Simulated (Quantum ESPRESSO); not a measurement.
# H on fcc sites of Pt(111): a series in the coverage, part 7 of 9

Wanted: a table for H on fcc sites of Pt(111) against the coverage, and what can be fitted to it.

Quantum ESPRESSO 7.5; plane-wave DFT, PBE, GBRV ultrasoft pseudopotentials.

So far. Step 7 (Relaxing the ions, 0.1111 ML): The relaxation lowers the energy by 3 meV an atom. On the free atoms the largest force ends at 0.031 eV/Å. Step 8 (Self-consistent run, 0.1111 ML): Inside the slab this potential holds the local part of the pseudopotentials, which can be repulsive at the nuclei; only its value in the vacuum has a meaning of its own.

### Step 9. Relaxation with pw.x, 0.75 ML

System of this step: Pt(111), 3 layers, 4 sites a cell, 3 H on fcc sites. The cell holds 15 atoms: 12 Pt and 3 H. Its edges and angles: a = 5.608 Å, b = 5.608 Å, c = 19.526 Å, α = 90.0°, β = 90.0°, γ = 60.0°. It derives from Pt. Vacuum lies along c.

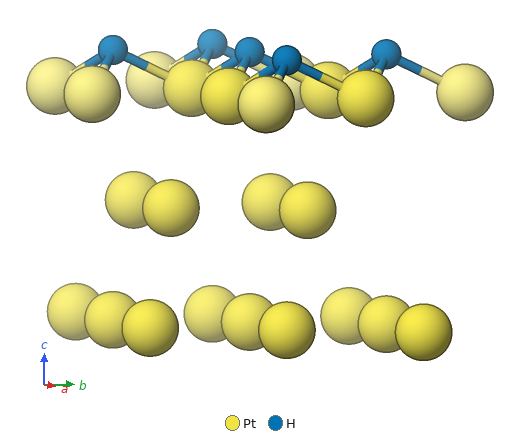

The cell of this step (platinum yellow, hydrogen blue). Some periodic images of atoms are drawn too.

File m7.relax.in:

```
&control
  prefix = 'm7.relax'
  outdir = './out'
  pseudo_dir = './pseudo'
  nstep = 70
  forc_conv_thr = 0.0015
  calculation = 'relax'
/
&system
  ibrav = 0
  nat = 15
  ntyp = 2
  ecutwfc = 40
  ecutrho = 200
  occupations = 'smearing'
  smearing = 'mv'
  degauss = 0.02
/
&electrons
  conv_thr = 1e-07
  mixing_beta = 0.3
  electron_maxstep = 120
  mixing_mode = 'local-TF'
/
&ions
/
ATOMIC_SPECIES
  Pt  195.0840  pt_pbe_v1.4.uspp.F.UPF
  H   1.0080  h_pbe_v1.4.uspp.F.UPF
CELL_PARAMETERS angstrom
  5.60837119019761 0.00000000000000 0.00000000000000
  2.80418559509881 4.85699192456390 0.00000000000000
  0.00000000000000 0.00000000000000 19.52612243497535
ATOMIC_POSITIONS crystal
  Pt  0.000000000000 0.500000000000 0.362675081000 0 0 0
  Pt  0.500000000000 0.000000000000 0.362675081000 0 0 0
  Pt  0.500000000000 0.500000000000 0.362675081000 0 0 0
  Pt  0.000000000000 0.000000000000 0.362675081000 0 0 0
  Pt  0.166666666700 0.666666666700 0.479933792160 0 0 0
  Pt  0.666666666700 0.166666666700 0.479933792160 0 0 0
  Pt  0.666666666700 0.666666666700 0.479933792160 0 0 0
  Pt  0.166666666700 0.166666666700 0.479933792160 0 0 0
  Pt  0.833333333300 0.333333333300 0.597192503320
  Pt  0.333333333300 0.833333333300 0.597192503320
  Pt  0.333333333300 0.333333333300 0.597192503320
  Pt  0.833333333300 0.833333333300 0.597192503320
  H   0.000000000000 0.500000000000 0.637324919000
  H   0.500000000000 0.000000000000 0.637324919000
  H   0.500000000000 0.500000000000 0.637324919000
K_POINTS automatic
  5 5 1 0 0 0
```

Launch:

```
OMP_NUM_THREADS=1 mpirun -n 16 pw.x -nk 2 -in m7.relax.in > m7.relax.out
```

Output:

```text
[banner, memory and clock lines left out]
Program PWSCF v.7.5 starts
[...]
Message from routine setup:
[...]
number of electrons       =       195.00
     number of Kohn-Sham states=          118
     kinetic-energy cutoff     =      40.0000  Ry
     charge density cutoff     =     200.0000  Ry
[...]
number of k points=     5  Marzari-Vanderbilt smearing, width (Ry)=  0.0200
[...]
Dense  grid:   171257 G-vectors     FFT dimensions: (  48,  48, 180)
[...]
negative rho (up, down):  2.262E+00 0.000E+00
     Starting wfcs are  147 randomized atomic wfcs
[...]
negative rho (up, down):  2.159E+00 0.000E+00
[...]
estimated scf accuracy    <      24.69080508 Ry
[...]
negative rho (up, down):  2.098E+00 0.000E+00
[...]
estimated scf accuracy    <       7.66894231 Ry
[...]
negative rho (up, down):  2.111E+00 0.000E+00
[...]
estimated scf accuracy    <       0.78154110 Ry
[...]
negative rho (up, down):  2.131E+00 0.000E+00
[...]
estimated scf accuracy    <       0.04598849 Ry
[...]
negative rho (up, down):  2.194E+00 0.000E+00
[...]
estimated scf accuracy    <       0.02079652 Ry
[...]
negative rho (up, down):  2.202E+00 0.000E+00
[...]
estimated scf accuracy    <       0.01350401 Ry
[...]
negative rho (up, down):  2.185E+00 0.000E+00
[...]
estimated scf accuracy    <       0.01084171 Ry
[...]
negative rho (up, down):  2.168E+00 0.000E+00
[...]
estimated scf accuracy    <       0.00855131 Ry
[...]
negative rho (up, down):  2.151E+00 0.000E+00
[...]
estimated scf accuracy    <       0.00534796 Ry
[...]
negative rho (up, down):  2.108E+00 0.000E+00
[...]
estimated scf accuracy    <       0.00303759 Ry
[...]
negative rho (up, down):  2.091E+00 0.000E+00
[...]
estimated scf accuracy    <       0.00025893 Ry
[...]
negative rho (up, down):  2.092E+00 0.000E+00
[...]
estimated scf accuracy    <       0.00007706 Ry
[...]
negative rho (up, down):  2.089E+00 0.000E+00
[...]
estimated scf accuracy    <       0.00002882 Ry
[...]
negative rho (up, down):  2.089E+00 0.000E+00
[...]
estimated scf accuracy    <       0.00000384 Ry
[...]
negative rho (up, down):  2.090E+00 0.000E+00
[...]
estimated scf accuracy    <       0.00000187 Ry
[...]
negative rho (up, down):  2.089E+00 0.000E+00
[...]
estimated scf accuracy    <       0.00000053 Ry
[...]
negative rho (up, down):  2.089E+00 0.000E+00
[...]
estimated scf accuracy    <       0.00000012 Ry
[...]
negative rho (up, down):  2.089E+00 0.000E+00
[...]
the Fermi energy is     4.0317 ev
!    total energy              =   -2531.52431492 Ry
     estimated scf accuracy    <       0.00000006 Ry
     smearing contrib. (-TS)   =       0.00447143 Ry
     internal energy E=F+TS    =   -2531.52878635 Ry
[...]
one-electron contribution =  -13313.91534671 Ry
     hartree contribution      =    6704.79854335 Ry
     xc contribution           =    -684.53147052 Ry
     ewald contribution        =    4762.11948753 Ry
     convergence has been achieved in  18 iterations
     negative rho (up, down):  2.089E+00 0.000E+00
[...]
Total force =     0.071151     Total SCF correction =     0.000398
[...]
negative rho (up, down):  2.086E+00 0.000E+00
[...]
negative rho (up, down):  2.085E+00 0.000E+00
[...]
estimated scf accuracy    <       0.00133122 Ry
[...]
negative rho (up, down):  2.085E+00 0.000E+00
[...]
estimated scf accuracy    <       0.00015522 Ry
[...]
negative rho (up, down):  2.085E+00 0.000E+00
[...]
estimated scf accuracy    <       0.00006455 Ry
[...]
negative rho (up, down):  2.085E+00 0.000E+00
[...]
estimated scf accuracy    <       0.00000361 Ry
[...]
negative rho (up, down):  2.085E+00 0.000E+00
[...]
estimated scf accuracy    <       0.00000076 Ry
[...]
negative rho (up, down):  2.085E+00 0.000E+00
[...]
estimated scf accuracy    <       0.00000028 Ry
[...]
negative rho (up, down):  2.085E+00 0.000E+00
[...]
the Fermi energy is     4.0322 ev
!    total energy              =   -2531.52852440 Ry
     estimated scf accuracy    <       0.00000006 Ry
     smearing contrib. (-TS)   =       0.00446624 Ry
     internal energy E=F+TS    =   -2531.53299064 Ry
[...]
one-electron contribution =  -13314.96335521 Ry
     hartree contribution      =    6705.33657404 Ry
     xc contribution           =    -684.51010595 Ry
     ewald contribution        =    4762.60389647 Ry
     convergence has been achieved in   7 iterations
     negative rho (up, down):  2.085E+00 0.000E+00
[...]
Total force =     0.048590     Total SCF correction =     0.001042
[...]
negative rho (up, down):  2.090E+00 0.000E+00
[...]
negative rho (up, down):  2.090E+00 0.000E+00
[...]
estimated scf accuracy    <       0.00062449 Ry
[...]
negative rho (up, down):  2.090E+00 0.000E+00
[...]
estimated scf accuracy    <       0.00010871 Ry
[...]
negative rho (up, down):  2.090E+00 0.000E+00
[...]
estimated scf accuracy    <       0.00005160 Ry
[...]
negative rho (up, down):  2.090E+00 0.000E+00
[...]
estimated scf accuracy    <       0.00000183 Ry
[...]
negative rho (up, down):  2.090E+00 0.000E+00
[...]
estimated scf accuracy    <       0.00000060 Ry
[...]
negative rho (up, down):  2.090E+00 0.000E+00
[...]
estimated scf accuracy    <       0.00000018 Ry
[...]
negative rho (up, down):  2.090E+00 0.000E+00
[...]
estimated scf accuracy    <       0.00000004 Ry
[...]
negative rho (up, down):  2.090E+00 0.000E+00
[...]
estimated scf accuracy    <       0.00000002 Ry
[...]
negative rho (up, down):  2.090E+00 0.000E+00
[...]
the Fermi energy is     4.0361 ev
!    total energy              =   -2531.53148000 Ry
     estimated scf accuracy    <          6.8E-09 Ry
     smearing contrib. (-TS)   =       0.00451157 Ry
     internal energy E=F+TS    =   -2531.53599157 Ry
[...]
one-electron contribution =  -13310.95662388 Ry
     hartree contribution      =    6703.33489881 Ry
     xc contribution           =    -684.48548305 Ry
     ewald contribution        =    4760.57121655 Ry
     convergence has been achieved in   9 iterations
     negative rho (up, down):  2.090E+00 0.000E+00
[...]
Total force =     0.032912     Total SCF correction =     0.000310
[...]
negative rho (up, down):  2.098E+00 0.000E+00
[...]
negative rho (up, down):  2.098E+00 0.000E+00
[...]
estimated scf accuracy    <       0.00034570 Ry
[...]
estimated scf accuracy    <       0.00000025 Ry
[...]
negative rho (up, down):  2.101E+00 0.000E+00
[...]
estimated scf accuracy    <       0.00000013 Ry
[...]
negative rho (up, down):  2.100E+00 0.000E+00
[...]
estimated scf accuracy    <       0.00000003 Ry
[...]
negative rho (up, down):  2.100E+00 0.000E+00
[...]
estimated scf accuracy    <       0.00000002 Ry
[...]
negative rho (up, down):  2.100E+00 0.000E+00
[...]
the Fermi energy is     4.0394 ev
!    total energy              =   -2531.53572536 Ry
     estimated scf accuracy    <          5.8E-09 Ry
     smearing contrib. (-TS)   =       0.00487097 Ry
     internal energy E=F+TS    =   -2531.54059633 Ry
[...]
one-electron contribution =  -13272.02925409 Ry
     hartree contribution      =    6683.92052710 Ry
     xc contribution           =    -684.40764937 Ry
     ewald contribution        =    4740.97578002 Ry
     convergence has been achieved in  12 iterations
     negative rho (up, down):  2.100E+00 0.000E+00
[...]
Total force =     0.036578     Total SCF correction =     0.000176
[...]
negative rho (up, down):  2.097E+00 0.000E+00
[...]
negative rho (up, down):  2.096E+00 0.000E+00
[...]
estimated scf accuracy    <       0.01375939 Ry
[...]
negative rho (up, down):  2.097E+00 0.000E+00
[...]
estimated scf accuracy    <       0.00176510 Ry
[...]
negative rho (up, down):  2.097E+00 0.000E+00
[...]
estimated scf accuracy    <       0.00069426 Ry
[...]
negative rho (up, down):  2.097E+00 0.000E+00
[...]
estimated scf accuracy    <       0.00007736 Ry
[...]
negative rho (up, down):  2.097E+00 0.000E+00
[...]
estimated scf accuracy    <       0.00002524 Ry
[...]
negative rho (up, down):  2.097E+00 0.000E+00
[...]
estimated scf accuracy    <       0.00000807 Ry
[...]
negative rho (up, down):  2.097E+00 0.000E+00
[...]
estimated scf accuracy    <       0.00000322 Ry
[...]
negative rho (up, down):  2.097E+00 0.000E+00
[...]
estimated scf accuracy    <       0.00000084 Ry
[...]
negative rho (up, down):  2.097E+00 0.000E+00
[...]
estimated scf accuracy    <       0.00000041 Ry
[...]
negative rho (up, down):  2.097E+00 0.000E+00
[...]
estimated scf accuracy    <       0.00000017 Ry
[...]
negative rho (up, down):  2.097E+00 0.000E+00
[...]
estimated scf accuracy    <       0.00000005 Ry
[...]
negative rho (up, down):  2.097E+00 0.000E+00
[...]
estimated scf accuracy    <       0.00000003 Ry
[...]
negative rho (up, down):  2.097E+00 0.000E+00
[...]
the Fermi energy is     4.0383 ev
!    total energy              =   -2531.53783232 Ry
     estimated scf accuracy    <          1.7E-09 Ry
     smearing contrib. (-TS)   =       0.00522758 Ry
     internal energy E=F+TS    =   -2531.54305990 Ry
[...]
one-electron contribution =  -13228.36519068 Ry
     hartree contribution      =    6662.13513510 Ry
     xc contribution           =    -684.35118734 Ry
     ewald contribution        =    4719.03818301 Ry
     convergence has been achieved in  13 iterations
     negative rho (up, down):  2.097E+00 0.000E+00
[...]
Total force =     0.038255     Total SCF correction =     0.000076
[...]
negative rho (up, down):  2.089E+00 0.000E+00
[...]
negative rho (up, down):  2.089E+00 0.000E+00
[...]
estimated scf accuracy    <       0.03795022 Ry
[...]
negative rho (up, down):  2.089E+00 0.000E+00
[...]
estimated scf accuracy    <       0.00405917 Ry
[...]
negative rho (up, down):  2.090E+00 0.000E+00
[...]
estimated scf accuracy    <       0.00160525 Ry
[...]
negative rho (up, down):  2.090E+00 0.000E+00
[...]
estimated scf accuracy    <       0.00018944 Ry
[...]
negative rho (up, down):  2.090E+00 0.000E+00
[...]
estimated scf accuracy    <       0.00005432 Ry
[...]
negative rho (up, down):  2.090E+00 0.000E+00
[...]
estimated scf accuracy    <       0.00001967 Ry
[...]
negative rho (up, down):  2.090E+00 0.000E+00
[...]
estimated scf accuracy    <       0.00000716 Ry
[...]
negative rho (up, down):  2.089E+00 0.000E+00
[...]
estimated scf accuracy    <       0.00000241 Ry
[...]
negative rho (up, down):  2.089E+00 0.000E+00
[...]
estimated scf accuracy    <       0.00000103 Ry
[...]
negative rho (up, down):  2.089E+00 0.000E+00
[...]
estimated scf accuracy    <       0.00000046 Ry
[...]
negative rho (up, down):  2.089E+00 0.000E+00
[...]
estimated scf accuracy    <       0.00000012 Ry
[...]
negative rho (up, down):  2.089E+00 0.000E+00
[...]
estimated scf accuracy    <       0.00000009 Ry
[...]
negative rho (up, down):  2.089E+00 0.000E+00
[...]
the Fermi energy is     4.0347 ev
!    total energy              =   -2531.53998300 Ry
     estimated scf accuracy    <          4.4E-09 Ry
     smearing contrib. (-TS)   =       0.00565960 Ry
     internal energy E=F+TS    =   -2531.54564260 Ry
[...]
one-electron contribution =  -13166.72799511 Ry
     hartree contribution      =    6631.37492053 Ry
     xc contribution           =    -684.28737915 Ry
     ewald contribution        =    4688.09481113 Ry
     convergence has been achieved in  13 iterations
     negative rho (up, down):  2.089E+00 0.000E+00
[...]
Total force =     0.027861     Total SCF correction =     0.000142
[...]
negative rho (up, down):  2.083E+00 0.000E+00
[...]
negative rho (up, down):  2.083E+00 0.000E+00
[...]
estimated scf accuracy    <       0.02522099 Ry
[...]
negative rho (up, down):  2.083E+00 0.000E+00
[...]
estimated scf accuracy    <       0.00225953 Ry
[...]
negative rho (up, down):  2.084E+00 0.000E+00
[...]
estimated scf accuracy    <       0.00090635 Ry
[...]
negative rho (up, down):  2.084E+00 0.000E+00
[...]
estimated scf accuracy    <       0.00011513 Ry
[...]
negative rho (up, down):  2.084E+00 0.000E+00
[...]
estimated scf accuracy    <       0.00003018 Ry
[...]
negative rho (up, down):  2.084E+00 0.000E+00
[...]
estimated scf accuracy    <       0.00001173 Ry
[...]
negative rho (up, down):  2.084E+00 0.000E+00
[...]
estimated scf accuracy    <       0.00000394 Ry
[...]
negative rho (up, down):  2.084E+00 0.000E+00
[...]
estimated scf accuracy    <       0.00000156 Ry
[...]
negative rho (up, down):  2.084E+00 0.000E+00
[...]
estimated scf accuracy    <       0.00000057 Ry
[...]
negative rho (up, down):  2.084E+00 0.000E+00
[...]
estimated scf accuracy    <       0.00000026 Ry
[...]
negative rho (up, down):  2.084E+00 0.000E+00
[...]
estimated scf accuracy    <       0.00000007 Ry
[...]
negative rho (up, down):  2.084E+00 0.000E+00
[...]
estimated scf accuracy    <       0.00000005 Ry
[...]
negative rho (up, down):  2.084E+00 0.000E+00
[...]
the Fermi energy is     4.0305 ev
!    total energy              =   -2531.54097301 Ry
     estimated scf accuracy    <          4.4E-09 Ry
     smearing contrib. (-TS)   =       0.00589903 Ry
     internal energy E=F+TS    =   -2531.54687204 Ry
[...]
one-electron contribution =  -13123.97204621 Ry
     hartree contribution      =    6610.02882302 Ry
     xc contribution           =    -684.25749122 Ry
     ewald contribution        =    4666.65384237 Ry
     convergence has been achieved in  13 iterations
     negative rho (up, down):  2.084E+00 0.000E+00
[...]
Total force =     0.012230     Total SCF correction =     0.000100
[...]
negative rho (up, down):  2.081E+00 0.000E+00
[...]
negative rho (up, down):  2.081E+00 0.000E+00
[...]
estimated scf accuracy    <       0.00355330 Ry
[...]
negative rho (up, down):  2.081E+00 0.000E+00
[...]
estimated scf accuracy    <       0.00024133 Ry
[...]
negative rho (up, down):  2.081E+00 0.000E+00
[...]
estimated scf accuracy    <       0.00010773 Ry
[...]
negative rho (up, down):  2.081E+00 0.000E+00
[...]
```

Wall time 4.6 min (16 MPI ranks of Arm Neoverse V2, shared host); peak memory 1.8 GiB.

Step by step:

```tsv
step	energy less that of the first step (eV)	largest force (eV/Å)
1	0.0000	0.8034
2	-0.0573	0.5740
3	-0.0975	0.4600
4	-0.1295	0.3216
5	-0.1552	0.4761
6	-0.1839	0.5302
7	-0.2132	0.3712
8	-0.2266	0.1821
9	-0.2293	0.1122
10	-0.2300	0.0768
11	-0.2305	0.0462
12	-0.2308	0.0246
```

The atoms that moved most (Å):

```tsv
atom	dx	dy	dz	length
H14	0.000	-0.027	0.202	0.204
H13	-0.023	0.014	0.202	0.204
H15	0.023	0.014	0.202	0.204
Pt11	0.000	0.000	0.123	0.123
Pt10	-0.023	0.013	0.058	0.064
Pt9	0.000	-0.026	0.058	0.064
Pt12	0.023	0.013	0.058	0.064
```

Final coordinates:

```cif
data_structure
_symmetry_space_group_name_H-M 'P 1'
_symmetry_Int_Tables_number 1
_cell_length_a 5.6084
_cell_length_b 5.6084
_cell_length_c 19.5261
_cell_angle_alpha 90.000
_cell_angle_beta 90.000
_cell_angle_gamma 60.000
_cell_volume 531.89
loop_
_atom_site_label
_atom_site_type_symbol
_atom_site_fract_x
_atom_site_fract_y
_atom_site_fract_z
_atom_site_occupancy
Pt1 Pt 0.00000 0.50000 0.36268 1
Pt2 Pt 0.50000 0.00000 0.36268 1
Pt3 Pt 0.50000 0.50000 0.36268 1
Pt4 Pt 0.00000 0.00000 0.36268 1
Pt5 Pt 0.16667 0.66667 0.47993 1
Pt6 Pt 0.66667 0.16667 0.47993 1
Pt7 Pt 0.66667 0.66667 0.47993 1
Pt8 Pt 0.16667 0.16667 0.47993 1
Pt9 Pt 0.83604 0.32792 0.60016 1
Pt10 Pt 0.32792 0.83604 0.60016 1
Pt11 Pt 0.33333 0.33333 0.60351 1
Pt12 Pt 0.83604 0.83604 0.60016 1
H13 H 0.99444 0.50278 0.64768 1
H14 H 0.50278 0.99444 0.64768 1
H15 H 0.50278 0.50278 0.64768 1
```

The relaxation lowers the energy by 15 meV an atom. On the free atoms the largest force ends at 0.025 eV/Å.

Read from the output:

| Property | Result |
| --- | --- |
| free energy | -34443.3738 eV |
| Fermi energy | 4.024 eV |

(Part 7 of 9 ends here.)

[Logs are printed without paths, hosts, clocks, repeated set-up lines and the standing remarks that a program may print on its own settings, such as how far it seeks lower states.]

[Hosts, paths, dates, database ids (printed as entryN), source tags and the programs' standing remarks are cut or masked in the printed files.]

[Maps of the electrostatic potential energy from Ansatz leave out the sawtooth potential of an applied field or a dipole correction, so their vacuum need not be flat; planar profiles and work functions include it.]
